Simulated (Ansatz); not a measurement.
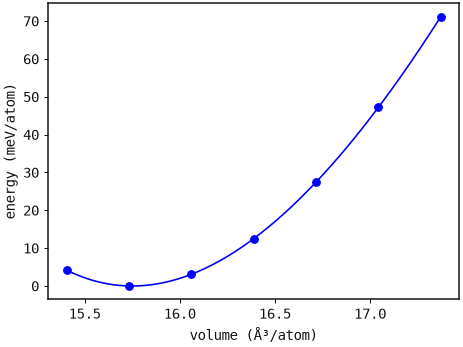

The figure shows the energy against volume for AlAu₂, space group I4/mmm (No. 139).

Structure:
```
CELL_PARAMETERS angstrom
-1.67151 1.67151 4.39908
1.67151 -1.67151 4.39908
1.67151 1.67151 -4.39908
ATOMIC_POSITIONS crystal
Au 0.34373 0.34373 0.00000
Au 0.65627 0.65627 0.00000
Al 0.00000 0.00000 0.00000
```

Method: plane-wave DFT, no spin polarisation; energies at scaled volumes of the given cell, shape and fractions fixed, counted from the fit's minimum, third-order Birch-Murnaghan fit (Ansatz 0.2.0). Level: LDA.

k mesh 11×11×11; occupations Fermi–Dirac; smearing width 0.05 eV; potentials Ansatz PAW; wave cutoff 420 eV; density cutoff 1680 eV.

This calculation gives: equilibrium volume 15.75 Å³/atom and bulk modulus 169 GPa.

Now the level changes from LDA to r2SCAN. The second calculation uses wave cutoff 500.0 eV. What happens?

The equilibrium volume rises from 15.75 to 16.38 Å³/atom (+4.0 %) and the bulk modulus falls from 169 to 151 GPa (−11 %).

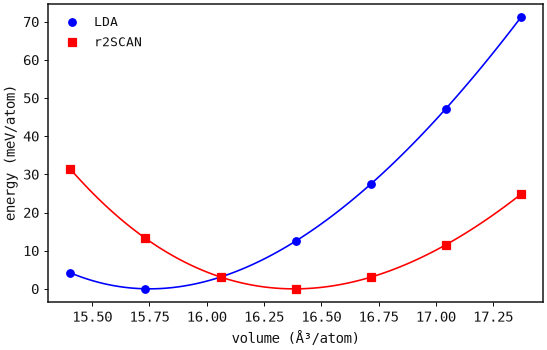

The two results together.

For both, limits of the calculation: spin-orbit coupling left out, heavy elements; shape and atomic fractions are frozen while scaling, which makes layered, chain and framework solids too stiff.

V0 and the bulk modulus come from third-order Birch–Murnaghan fits.
